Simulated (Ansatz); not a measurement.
Read the following structure.

```
Cu
1.0
     2.42960    0.00000    0.00000
     0.00000    7.91969    0.00000
     0.00000    0.00000    2.79147
Cu
4
Cartesian
  0.0000 6.8596 0.6979
  1.2148 5.0199 2.0936
  1.2148 2.8998 0.6979
  0.0000 1.0601 2.0936
```

What crystal do these data define?

The element is copper. It belongs to space group Cmcm (No. 63) and has a base-centred orthorhombic lattice. The cell holds four atoms. The neighbours of Cu are eight Cu at 2.43 to 2.61 Å. Not all metal-metal contacts are counted. The bonds build a three-dimensional framework.

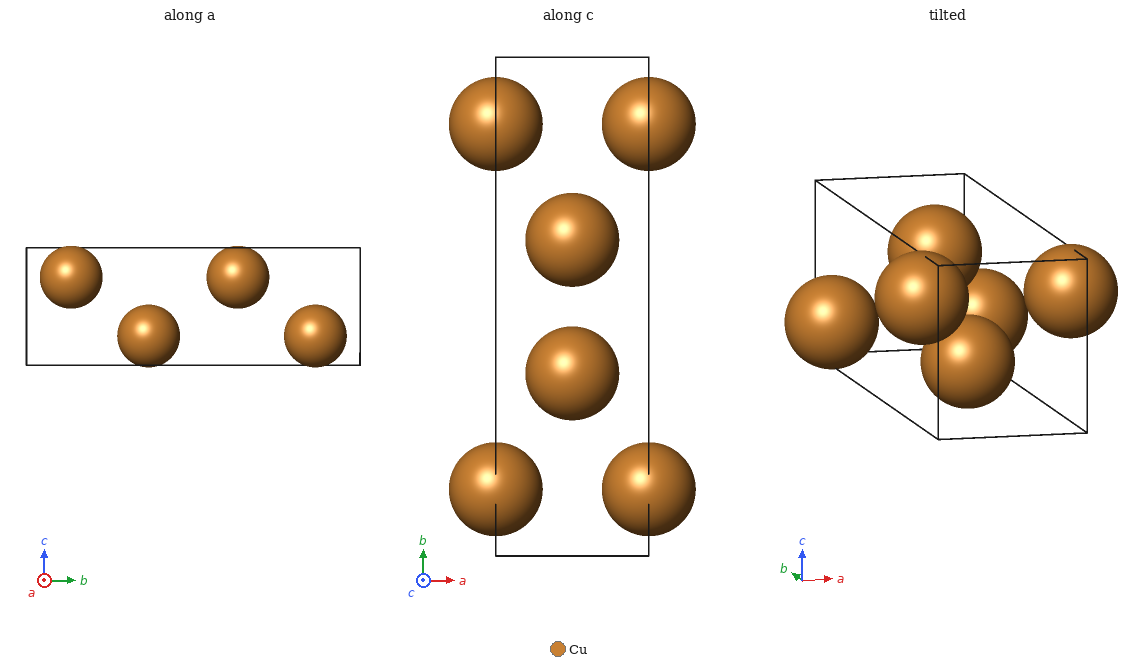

The figure gives a spheres-only picture of the atoms, viewed along the a axis, along the c axis and slightly off an axis. The conventional unit cell is drawn as a box. Colours: copper orange.

The model was built from a structure listed in the Materials Project. The cell was then strained or its atoms displaced on purpose. It went into a calculation with Ansatz.

At this level of theory the cell isn't at rest (stretched, at -12 GPa), so its distances can differ from those at equilibrium, the more so the softer the solid.
